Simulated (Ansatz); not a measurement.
**Si: density, localisation and related maps**

```xyz
8
Lattice="0.0000 -5.3898 0.0000 0.0000 0.0000 5.4442 -5.4987 0.0000 0.0000" Properties=species:S:1:pos:R:3 pbc="T T T"
Si    0.0000   -2.6949    0.0000
Si   -2.7493    0.0000    0.0000
Si   -2.7493   -2.6949    2.7221
Si    0.0000    0.0000    2.7221
Si   -1.3747   -4.0423    1.3611
Si   -4.1240   -1.3474    1.3611
Si   -4.1240   -4.0423    4.0832
Si   -1.3747   -1.3474    4.0832
```

Space group Fddd; changed on purpose from its base cell (strain +0.0100 x Voigt [1, -1, 0, 0, 0, 0], atoms carried along).

All numbers below come from DFT r2SCAN, scalar-relativistic, plane waves, PAW in Ansatz.

In a PAW calculation such maps are meaningful between the atoms, not at the nuclei.

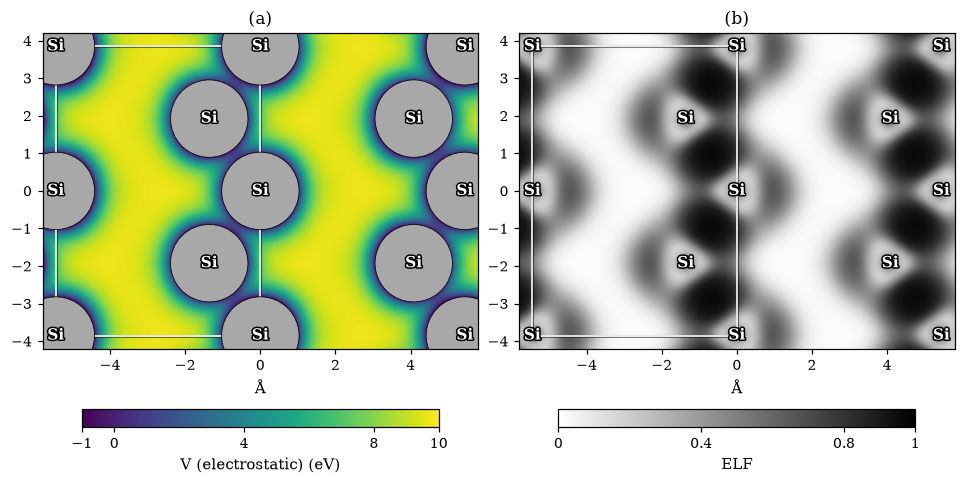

Figure 1. (a) electrostatic potential energy of an electron; (b) ELF on the (101) plane of the conventional cell. Grey discs cover the atomic cores in the potential map.

Describe what can be read from this map.

Atoms in the plane: Si. Si–Si (2.36 Å): the ELF peaks at about 0.95 between the atoms; a shared electron pair. Outside the cores the potential energy rises away from the atoms and is highest about 2.4 Å from the nearest atoms; its zero is arbitrary.

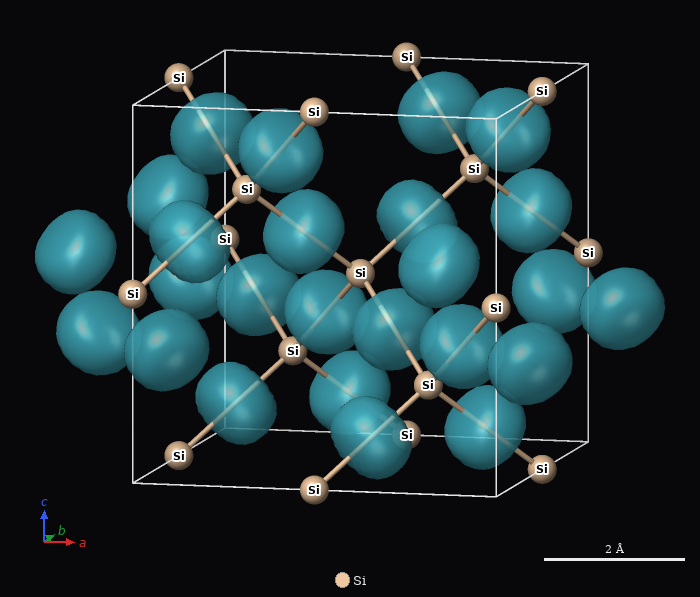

Figure 2. Isosurface of the electron localisation function at 0.85 (cyan), seen slightly off an axis. Core shells and regions of very low density are left out. Sticks mark near contacts.

What do the ELF domains correspond to?

The surface consists of 16 regions between bonded Si–Si atoms (shared pairs), counted in one cell of 8 atoms. Regions shared between cells count once.

Does the calculation make it a metal, or give it a gap?

It is gapped, with a Kohn–Sham gap of 0.64 eV on the k-point mesh (the band edges may lie off the mesh, which would make the gap smaller).
